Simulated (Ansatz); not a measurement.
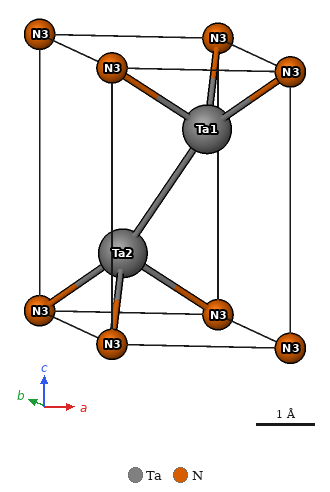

**Figure 1.** The structure (ball-and-stick view of the cell of the calculation, seen slightly off an axis; atoms are numbered from 1 in the order of the input). An atom can appear more than once, as a periodic image. Near neighbours in the periodic cell (some may lie outside the picture): Ta has 3 N at 2.14 to 2.20 Å and 12 Ta at 2.96 to 3.13 Å; N has 6 Ta at 2.14 to 2.20 Å.

**What a change does: single-point calculation on Ta2N**

System: Ta2N (C2/m, 3 atoms in the cell).
Method of run A: DFT PBE, scalar-relativistic, plane waves, PAW, no spin polarisation (Ansatz 0.2.0).

The structure derives from a Materials Project entry. Text and figures count atoms from 1; the logs count them from 0 in places.

**The input, run A**
```yaml
crystal:
  lattice:
    - [3.1011400556, 0.0, 0.0]
    - [-1.5505700278, 2.6856660688, 0.0]
    - [0.0, 0.0, 4.8818900623]
  atoms:
    - { symbol: Ta, position: [0.6759753444, 0.3519506888, 0.7449050322] }
    - { symbol: Ta, position: [0.3240246556, 0.6480493112, 0.2550949678] }
    - { symbol: "N", position: [0.0, 0.0, 0.0] }
basis:
  ecutwfc: 420
kpoints:
  mp_grid: { grid: [18, 18, 10] }
hamiltonian:
  xc: pbe
scf:
  occupations: { method: gaussian, width: 0.15 }
output:
  forces: true
  stress: true
  eigenvalues: true
```

Command:
```bash
ansatz run input.yaml --threads 2 --pin off --max-ram 5120MiB --backend cpu --events-out ev --progress --plain --runs-dir out
```

Hardware: 2 threads of Intel Xeon @ 2.90GHz (Ice Lake), 192 GiB of memory available, shared host.

**Output, shortened to warnings, some set-up lines, iterations and results (run A)**
```
Basis set: ecut = 420 eV, 773 PW (Γ), exchange–correlation on 48×48×72 points (8 copies of the dense FFT grid, shifted against one another)
Symmetry: 4 space group operations
k-points: 866 of 3240
Initial density: superposition of atomic densities (neutral atoms: chi_scale 0, normalization atom), corrected by the library's trained network
[...]
SCF iter   1: F=—  HF=-20250.906871 eV  |F-HF|=—  |Δ(HF+E_count)|=         —  Δρ=5.33e-3  dr2=1.19e-2  ethr=1.77e-3  ⟨swp⟩=5.0  Hψ=76271  notcnv=0
SCF iter   2: F=—  HF=-20250.905438 eV  |F-HF|=—  |Δ(HF+E_count)|=   1.43e-3  Δρ=3.28e-3  dr2=4.68e-3  ethr=3.83e-5  ⟨swp⟩=1.0  Hψ=24255  notcnv=0
SCF iter   3: F=—  HF=-20250.904782 eV  |F-HF|=—  |Δ(HF+E_count)|=   6.56e-4  Δρ=8.38e-4  dr2=5.04e-4  ethr=1.51e-5  ⟨swp⟩=2.0  Hψ=20222  notcnv=0
SCF iter   4: F=—  HF=-20250.904682 eV  |F-HF|=—  |Δ(HF+E_count)|=   9.96e-5  Δρ=2.72e-4  dr2=2.37e-5  ethr=1.63e-6  ⟨swp⟩=2.0  Hψ=23231  notcnv=0
SCF iter   5: F=—  HF=-20250.904690 eV  |F-HF|=—  |Δ(HF+E_count)|=   7.33e-6  Δρ=4.94e-5  dr2=1.20e-6  ethr=7.65e-8  ⟨swp⟩=2.0  Hψ=22963  notcnv=0
SCF iter   6: F=-20250.904690 eV  HF=-20250.904690 eV  |F-HF|=1.55e-8  |Δ(HF+E_count)|=   1.26e-7  Δρ=1.30e-5  dr2=5.91e-8  ethr=3.23e-10  ⟨swp⟩=4.0  Hψ=73042  notcnv=0
SCF 1 converged in 6 iterations: F = -20250.904690 eV  dr2 = 5.91e-8
SCF converged after 6 iterations
Free energy (F): -20250.904690 eV
Harris-Foulkes:  -20250.904690 eV  (|F-HF|=1.55e-8)
Internal energy: -20250.890856 eV  (E = F + TS)
E sigma→0 (E₀):  -20250.897773 eV
Entropy (-TS):   -0.013834 eV (-4.611 meV/atom)
Fermi energy:    19.692775 eV
--- Per-component energies (eV) ---
  E_band       = -177.058548
  E_kinetic    = 864.549910
  E_local      = -1243.098200  (includes V_loc(G=0)·N_el)
  E_nonlocal   = 73.593393
  E_hartree    = 429.701820
  E_xc         = -498.182064
  E_vxc        = -486.105522  (∫ρ·V_xc dr)
  E_paw        = -16920.627297  (= ΣΔE_a)
  E_vpaw       = -245.401802  (= ΣTr[D̂ρ^β])
  E_aug_tail   = 0.000390  (compensation charges beyond the density's cutoff)
  E_ewald      = -2956.828808
  E_smearing   = -0.013834  (= −TS)
  E_closure    = 0.000000  (closes the sum)
  Σ components = -20250.904690   (vs F -20250.904690, Δ=0.00e0)
--- Forces (eV/Å), atoms counted from 1 ---
  atom   1  Ta     0.00000000    -0.33524865    -0.01244312
  atom   2  Ta     0.00000000     0.33524865     0.01244312
  atom   3  N      0.00000000     0.00000000     0.00000000
  max |Σ_I F_I| component: 5.55e-17 eV/Å
--- Stress (GPa, compression-positive) ---
       -0.259405       0.000000       0.000000
        0.000000       0.906259       2.062540
        0.000000       2.062540       0.445266
  P = ⅓ Tr σ = 0.3640 GPa (3.640 kbar)
```

For run B the input was changed thus:
```diff
+  convergence: { dr2_threshold: 1.0e-14 }
+  max_iter: 100
```

What does this change do to the results?

Both reach the same energy, so the change doesn't alter the result. The SCF takes 11 iterations against 6.

**Output, shortened to warnings, some set-up lines, iterations and results (run B)**
```
Basis set: ecut = 420 eV, 773 PW (Γ), exchange–correlation on 48×48×72 points (8 copies of the dense FFT grid, shifted against one another)
Symmetry: 4 space group operations
k-points: 866 of 3240
Initial density: superposition of atomic densities (neutral atoms: chi_scale 0, normalization atom), corrected by the library's trained network
[...]
SCF iter   1: F=—  HF=-20250.906871 eV  |F-HF|=—  |Δ(HF+E_count)|=         —  Δρ=5.33e-3  dr2=1.19e-2  ethr=1.77e-3  ⟨swp⟩=5.0  Hψ=76271  notcnv=0
SCF iter   2: F=—  HF=-20250.905438 eV  |F-HF|=—  |Δ(HF+E_count)|=   1.43e-3  Δρ=3.28e-3  dr2=4.68e-3  ethr=3.83e-5  ⟨swp⟩=1.0  Hψ=24255  notcnv=0
SCF iter   3: F=—  HF=-20250.904782 eV  |F-HF|=—  |Δ(HF+E_count)|=   6.56e-4  Δρ=8.38e-4  dr2=5.04e-4  ethr=1.51e-5  ⟨swp⟩=2.0  Hψ=20222  notcnv=0
SCF iter   4: F=—  HF=-20250.904682 eV  |F-HF|=—  |Δ(HF+E_count)|=   9.96e-5  Δρ=2.72e-4  dr2=2.37e-5  ethr=1.63e-6  ⟨swp⟩=2.0  Hψ=23231  notcnv=0
SCF iter   5: F=—  HF=-20250.904689 eV  |F-HF|=—  |Δ(HF+E_count)|=   7.11e-6  Δρ=4.94e-5  dr2=1.20e-6  ethr=7.65e-8  ⟨swp⟩=2.0  Hψ=22962  notcnv=0
SCF iter   6: F=—  HF=-20250.904690 eV  |F-HF|=—  |Δ(HF+E_count)|=   9.30e-8  Δρ=1.29e-5  dr2=5.98e-8  ethr=3.86e-9  ⟨swp⟩=2.0  Hψ=23514  notcnv=0
SCF iter   7: F=—  HF=-20250.904690 eV  |F-HF|=—  |Δ(HF+E_count)|=   2.32e-9  Δρ=2.16e-6  dr2=1.96e-9  ethr=1.93e-10  ⟨swp⟩=2.0  Hψ=22328  notcnv=0
SCF iter   8: F=—  HF=-20250.904690 eV  |F-HF|=—  |Δ(HF+E_count)|=  2.58e-10  Δρ=5.58e-7  dr2=9.50e-11  ethr=6.32e-12  ⟨swp⟩=2.3  Hψ=25326  notcnv=0
SCF iter   9: F=—  HF=-20250.904690 eV  |F-HF|=—  |Δ(HF+E_count)|=  2.18e-11  Δρ=5.82e-8  dr2=9.48e-13  ethr=3.06e-13 (applied; sched 1.00e-12)  ⟨swp⟩=2.5  Hψ=27917  notcnv=0
SCF iter  10: F=—  HF=-20250.904690 eV  |F-HF|=—  |Δ(HF+E_count)|=  1.09e-11  Δρ=9.32e-9  dr2=2.33e-14  ethr=3.06e-15 (applied; sched 1.00e-12)  ⟨swp⟩=2.3  Hψ=26690  notcnv=0 …
SCF iter  11: F=-20250.904690 eV  HF=-20250.904690 eV  |F-HF|=7.28e-12  |Δ(HF+E_count)|=  3.64e-12  Δρ=1.54e-9  dr2=6.43e-16  ethr=1.00e-12  ⟨swp⟩=4.4  Hψ=51182  notcnv=0
SCF 1 converged in 11 iterations: F = -20250.904690 eV  dr2 = 6.43e-16
SCF converged after 11 iterations
Free energy (F): -20250.904690 eV
Harris-Foulkes:  -20250.904690 eV  (|F-HF|=7.28e-12)
Internal energy: -20250.890856 eV  (E = F + TS)
E sigma→0 (E₀):  -20250.897773 eV
Entropy (-TS):   -0.013834 eV (-4.611 meV/atom)
Fermi energy:    19.692754 eV
--- Per-component energies (eV) ---
  E_band       = -177.058939
  E_kinetic    = 864.549941
  E_local      = -1243.097601  (includes V_loc(G=0)·N_el)
  E_nonlocal   = 73.593426
  E_hartree    = 429.701164
  E_xc         = -498.182056
  E_vxc        = -486.105509  (∫ρ·V_xc dr)
  E_paw        = -16920.627312  (= ΣΔE_a)
  E_vpaw       = -245.401914  (= ΣTr[D̂ρ^β])
  E_aug_tail   = 0.000390  (compensation charges beyond the density's cutoff)
  E_ewald      = -2956.828808
  E_smearing   = -0.013834  (= −TS)
  E_closure    = 0.000000  (closes the sum)
  Σ components = -20250.904690   (vs F -20250.904690, Δ=0.00e0)
--- Forces (eV/Å), atoms counted from 1 ---
  atom   1  Ta     0.00000000    -0.33523506    -0.01265077
  atom   2  Ta     0.00000000     0.33523506     0.01265077
  atom   3  N      0.00000000     0.00000000     0.00000000
  max |Σ_I F_I| component: 0.00e0 eV/Å
--- Stress (GPa, compression-positive) ---
       -0.259395       0.000000       0.000000
        0.000000       0.906263       2.062515
        0.000000       2.062515       0.445346
  P = ⅓ Tr σ = 0.3641 GPa (3.641 kbar)
```

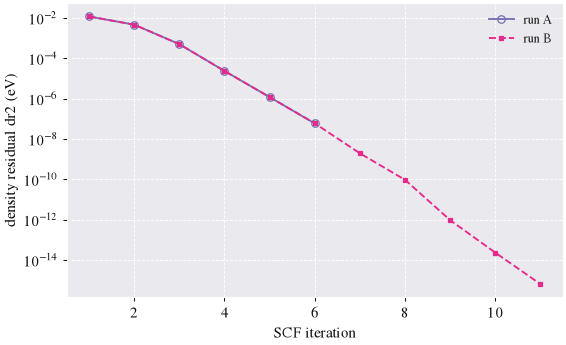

**Figure 2.** Convergence of the two runs: density residual dr2 against the SCF iteration. Run A takes 6 iterations in all, and run B takes 11.

**The two runs side by side**

| quantity | run A | run B |
| --- | --- | --- |
| outcome | converged | converged |
| free energy per atom (eV) | −6750.3016 | −6750.3016 |
| energy per atom, smearing taken to zero (eV) | −6750.2993 | −6750.2993 |
| gap on the mesh (eV) | 0.00 | 0.00 |
| pressure (GPa) | 0.36 | 0.36 |
| largest force (eV/Å) | 0.335 | 0.335 |
| SCF iterations | 6 | 11 |
| irreducible k-points | 866 | 866 |
| plane waves at Γ | 773 | 773 |
| wall time (shared host) | 20 s | 19 s |

For run A: Spin–orbit coupling is left out, which matters for Ta. The cell holds an odd number of electrons but the run has no spin polarisation, so a band is left half filled. For run B: This input holds a deliberate fault: an extremely tight threshold (`scf.convergence.dr2_threshold`). The threshold was met all the same, at the cost of more iterations.
